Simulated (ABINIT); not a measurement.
## Sb: geometry relaxation (part 1 of 2)

- system: Sb (Im-3m, 1 atom in the cell)
- method: Kohn-Sham DFT of a periodic cell, PBEsol, PseudoDojo NC SR PBEsol v0.4.1 standard, no spin polarisation (ABINIT 10.8.3)

The structure derives from a Materials Project entry.

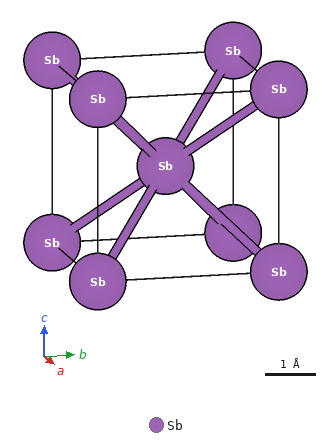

*The input geometry (ball-and-stick view of the cell 2 times as large as that of the calculation, set on its symmetry axes, seen slightly off an axis). An atom can appear more than once, as a periodic image.*

Input file
```
pp_dirpath "./"
pseudos "Sb.upf"

acell 3.2412574934 3.2412574934 3.2412574934 Angstrom
rprim
    -0.5773502692     0.5773502692     0.5773502692
     0.5773502692    -0.5773502692     0.5773502692
     0.5773502692     0.5773502692    -0.5773502692
ntypat 1
znucl 51
natom 1
typat 1
chkprim 0
chksymtnons 0
tolsym 1.0e-6
xred
            0.0            0.0            0.0

ecut 40.0
ecutsm 0.5

kptopt 1
ngkpt 8 8 8
nshiftk 1
shiftk 0.0 0.0 0.0

ixc -116133

nband 12
occopt 3
tsmear 0.00183747

nstep 80
tolvrs 1.0e-12

iomode 3
prteig 0
prtebands 0
prtwf 0
prtden 0

ionmov 2
optcell 2
ntime 50
tolmxf 2.0e-5
dilatmx 1.08
```

Run as:
```bash
mpirun --bind-to none -np 4 abinit run.abi > log 2>&1
```

What the program printed
```
.Version 10.8.3 of ABINIT
 Symmetries : space group Im -3 m (#229); Bravais cI (body-center cubic)
================================================================================
 Values of the parameters that define the memory need of the present run
     intxc =       0    ionmov =       2      iscf =       7    lmnmax =       6
     lnmax =       6     mgfft =      40  mpssoang =       3    mqgrid =    3001
     natom =       1  nloc_mem =       1    nspden =       1   nspinor =       1
    nsppol =       1      nsym =      48    n1xccc =    2501    ntypat =       1
    occopt =       3   xclevel =       2
       mpw =        2718          nfft =       64000          nkpt =          29
================================================================================
================================================================================

--------------------------------------------------------------------------------
------------- Echo of variables that govern the present computation ------------
--------------------------------------------------------------------------------
 -outvars: echo values of preprocessed input variables --------
            acell      6.1250889661E+00  6.1250889661E+00  6.1250889661E+00 Bohr
              amu      1.21753000E+02
          chkprim           0
      chksymtnons           0
          dilatmx      1.08000000E+00
             ecut      4.00000000E+01 Hartree
           ecutsm      5.00000000E-01 Hartree
           ionmov           2
              ixc     -116133
         kptrlatt        8    0    0      0    8    0      0    0    8
          kptrlen      4.90007117E+01
            natom           1
            nband          12
            ngfft          40      40      40
             nkpt          29
            nstep          80
             nsym          48
            ntime          50
           ntypat           1
           occopt           3
          optcell           2
           prtden           0
        prtebands           0
           prteig           0
            prtwf           0
            rprim     -5.7735026920E-01  5.7735026920E-01  5.7735026920E-01
                       5.7735026920E-01 -5.7735026920E-01  5.7735026920E-01
                       5.7735026920E-01  5.7735026920E-01 -5.7735026920E-01
          spgroup         229
           tolmxf      2.00000000E-05
           tolsym      1.00000000E-06
           tolvrs      1.00000000E-12
           tsmear      1.83747000E-03 Hartree
            typat      1
            znucl       51.00000

================================================================================

 chkinp: Checking input parameters for consistency.

================================================================================
== DATASET  1 ==================================================================

--- !DatasetInfo
iteration_state: {dtset: 1, }
dimensions: {natom: 1, nkpt: 29, mband: 12, nsppol: 1, nspinor: 1, nspden: 1, mpw: 2718, }
cutoff_energies: {ecut:  40.0, pawecutdg:  -1.0, }
electrons: {nelect:   1.50000000E+01, charge:   0.00000000E+00, occopt:   3.00000000E+00, tsmear:   1.83747000E-03, }
meta: {optdriver: 0, ionmov: 2, optcell: 2, iscf: 7, paral_kgb: 0, }
...

 Real(R)+Recip(G) space primitive vectors, cartesian coordinates (Bohr,Bohr^-1):
 R(1)= -3.5363218  3.5363218  3.5363218  G(1)=  0.0000000  0.1413898  0.1413898
 R(2)=  3.5363218 -3.5363218  3.5363218  G(2)=  0.1413898  0.0000000  0.1413898
 R(3)=  3.5363218  3.5363218 -3.5363218  G(3)=  0.1413898  0.1413898  0.0000000
 Unit cell volume ucvol=  1.7689490E+02 bohr^3
 Angles (23,13,12)=  1.09471221E+02  1.09471221E+02  1.09471221E+02 degrees

 getcut: wavevector=  0.0000  0.0000  0.0000  ngfft=  40  40  40
         ecut(hartree)=     46.656   => boxcut(ratio)=   2.12520

--- Pseudopotential description ------------------------------------------------
- pspini: atom type   1  psp file is ./Sb.upf
  51.00000  15.00000  180301                  znucl, zion, pspdat
12 -116133 2 -1 1434                          pspcod,pspxc,lmax,lloc,mmax
     nproj     2     2     2

   3.95346149E+02                                ecore*ucvol(ha*bohr**3)
--------------------------------------------------------------------------------

================================================================================

=== [ionmov= 2] Broyden-Fletcher-Goldfarb-Shanno method (forces)
================================================================================

--- Iteration: ( 1/50) Internal Cycle: (1/1)
--------------------------------------------------------------------------------

---SELF-CONSISTENT-FIELD CONVERGENCE--------------------------------------------

--- !BeginCycle
iteration_state: {dtset: 1, itime: 1, icycle: 1, }
solver: {iscf: 7, nstep: 80, nline: 4, wfoptalg: 0, }
tolerances: {tolvrs: 1.00E-12, }
...

     iter   Etot(hartree)      deltaE(h)  residm     vres2
 ETOT  1  -90.685457730323    -9.069E+01 5.267E-01 7.652E-01
 ETOT  2  -90.775511581869    -9.005E-02 1.973E-02 2.020E+00
 ETOT  3  -90.775681423169    -1.698E-04 5.632E-03 8.188E-01
 ETOT  4  -90.775791026747    -1.096E-04 1.781E-03 2.924E-03
 ETOT  5  -90.775791530949    -5.042E-07 2.245E-03 3.880E-06
 ETOT  6  -90.775791531513    -5.640E-10 2.599E-04 8.395E-08
 ETOT  7  -90.775791531528    -1.455E-11 4.316E-04 9.833E-09
 ETOT  8  -90.775791531524     4.121E-12 2.292E-04 2.518E-12
 ETOT  9  -90.775791531528    -4.420E-12 2.745E-04 4.859E-14

 At SCF step    9       vres2   =  4.86E-14 < tolvrs=  1.00E-12 =>converged.

 Cartesian components of stress tensor (hartree/bohr^3)
  sigma(1 1)=  3.11986080E-05  sigma(3 2)=  0.00000000E+00
  sigma(2 2)=  3.11986080E-05  sigma(3 1)=  0.00000000E+00
  sigma(3 3)=  3.11986080E-05  sigma(2 1)=  0.00000000E+00

--- !ResultsGS
iteration_state: {dtset: 1, itime: 1, icycle: 1, }
comment   : Summary of ground state results
lattice_vectors:
- [ -3.5363218,   3.5363218,   3.5363218, ]
- [  3.5363218,  -3.5363218,   3.5363218, ]
- [  3.5363218,   3.5363218,  -3.5363218, ]
lattice_lengths: [   6.12509,    6.12509,    6.12509, ]
lattice_angles: [109.471, 109.471, 109.471, ] # degrees, (23, 13, 12)
lattice_volume:   1.7689490E+02
convergence: {deltae: -4.420E-12, res2:  4.859E-14, residm:  2.745E-04, diffor: null, }
etotal    :  -9.07757915E+01
entropy   :   0.00000000E+00
fermie    :   3.02904950E-01
cartesian_stress_tensor: # hartree/bohr^3
- [  3.11986080E-05,   0.00000000E+00,   0.00000000E+00, ]
- [  0.00000000E+00,   3.11986080E-05,   0.00000000E+00, ]
- [  0.00000000E+00,   0.00000000E+00,   3.11986080E-05, ]
pressure_GPa:  -9.1789E-01
xred      :
- [  0.0000E+00,   0.0000E+00,   0.0000E+00, Sb]
cartesian_forces: # hartree/bohr
- [ -0.00000000E+00,  -0.00000000E+00,  -0.00000000E+00, ]
force_length_stats: {min:   0.00000000E+00, max:   0.00000000E+00, mean:   0.00000000E+00, }
...

 Integrated electronic density in atomic spheres:
 ------------------------------------------------
 Atom  Sphere_radius  Integrated_density
    1        2.00000         11.16780807

---OUTPUT-----------------------------------------------------------------------

 Cartesian coordinates (xcart) [bohr]
  0.00000000000000E+00  0.00000000000000E+00  0.00000000000000E+00
 Reduced coordinates (xred)
  0.00000000000000E+00  0.00000000000000E+00  0.00000000000000E+00
 Cartesian forces (fcart) [Ha/bohr]; max,rms= 0.00000E+00 0.00000E+00 (free atoms)
 -0.00000000000000E+00 -0.00000000000000E+00 -0.00000000000000E+00
 Gradient of E wrt nuclear positions in reduced coordinates (gred)
 -0.00000000000000E+00 -0.00000000000000E+00 -0.00000000000000E+00
 Scale of Primitive Cell (acell) [bohr]
  6.12508896607235E+00  6.12508896607235E+00  6.12508896607235E+00
 Real space primitive translations (rprimd) [bohr]
 -3.53632176343582E+00  3.53632176343582E+00  3.53632176343582E+00
  3.53632176343582E+00 -3.53632176343582E+00  3.53632176343582E+00
  3.53632176343582E+00  3.53632176343582E+00 -3.53632176343582E+00
 Unitary Cell Volume (ucvol) [Bohr^3]=  1.76894900258951E+02
 Angles (23,13,12)= [degrees]
  1.09471220634491E+02  1.09471220634491E+02  1.09471220634491E+02
 Lengths [Bohr]
  6.12508896618241E+00  6.12508896618241E+00  6.12508896618241E+00
 Stress tensor in cartesian coordinates (strten) [Ha/bohr^3]
  3.11986079924616E-05  0.00000000000000E+00  0.00000000000000E+00
  0.00000000000000E+00  3.11986079924633E-05  0.00000000000000E+00
  0.00000000000000E+00  0.00000000000000E+00  3.11986079924598E-05
 Total energy (etotal) [Ha]= -9.07757915315280E+01

--- Iteration: ( 2/50) Internal Cycle: (1/1)
--------------------------------------------------------------------------------

---SELF-CONSISTENT-FIELD CONVERGENCE--------------------------------------------

--- !BeginCycle
iteration_state: {dtset: 1, itime: 2, icycle: 1, }
solver: {iscf: 7, nstep: 80, nline: 4, wfoptalg: 0, }
tolerances: {tolvrs: 1.00E-12, }
...

     iter   Etot(hartree)      deltaE(h)  residm     vres2
 ETOT  1  -90.775756864201    -9.078E+01 8.176E-04 6.471E-01
 ETOT  2  -90.775803864262    -4.700E-05 1.791E-04 8.607E-03
 ETOT  3  -90.775805393888    -1.530E-06 8.542E-05 1.299E-03
 ETOT  4  -90.775805522165    -1.283E-07 1.156E-04 6.506E-06
 ETOT  5  -90.775805522986    -8.215E-10 5.213E-05 3.266E-08
 ETOT  6  -90.775805522990    -3.908E-12 7.001E-05 3.415E-10
 ETOT  7  -90.775805522991    -9.521E-13 3.011E-05 1.292E-12
 ETOT  8  -90.775805522992    -6.537E-13 4.062E-05 2.940E-15

 At SCF step    8       vres2   =  2.94E-15 < tolvrs=  1.00E-12 =>converged.

 Cartesian components of stress tensor (hartree/bohr^3)
  sigma(1 1)=  2.51801032E-05  sigma(3 2)=  0.00000000E+00
  sigma(2 2)=  2.51801032E-05  sigma(3 1)=  0.00000000E+00
  sigma(3 3)=  2.51801032E-05  sigma(2 1)=  0.00000000E+00

--- !ResultsGS
iteration_state: {dtset: 1, itime: 2, icycle: 1, }
comment   : Summary of ground state results
lattice_vectors:
- [ -3.5330119,   3.5330119,   3.5330119, ]
- [  3.5330119,  -3.5330119,   3.5330119, ]
- [  3.5330119,   3.5330119,  -3.5330119, ]
lattice_lengths: [   6.11936,    6.11936,    6.11936, ]
lattice_angles: [109.471, 109.471, 109.471, ] # degrees, (23, 13, 12)
lattice_volume:   1.7639867E+02
convergence: {deltae: -6.537E-13, res2:  2.940E-15, residm:  4.062E-05, diffor: null, }
etotal    :  -9.07758055E+01
entropy   :   0.00000000E+00
fermie    :   3.04324589E-01
cartesian_stress_tensor: # hartree/bohr^3
- [  2.51801032E-05,   0.00000000E+00,   0.00000000E+00, ]
- [  0.00000000E+00,   2.51801032E-05,   0.00000000E+00, ]
- [  0.00000000E+00,   0.00000000E+00,   2.51801032E-05, ]
pressure_GPa:  -7.4082E-01
xred      :
- [  0.0000E+00,   0.0000E+00,   0.0000E+00, Sb]
cartesian_forces: # hartree/bohr
- [ -0.00000000E+00,  -0.00000000E+00,  -0.00000000E+00, ]
force_length_stats: {min:   0.00000000E+00, max:   0.00000000E+00, mean:   0.00000000E+00, }
...

 Integrated electronic density in atomic spheres:
 ------------------------------------------------
 Atom  Sphere_radius  Integrated_density
    1        2.00000         11.16439320

---OUTPUT-----------------------------------------------------------------------
```
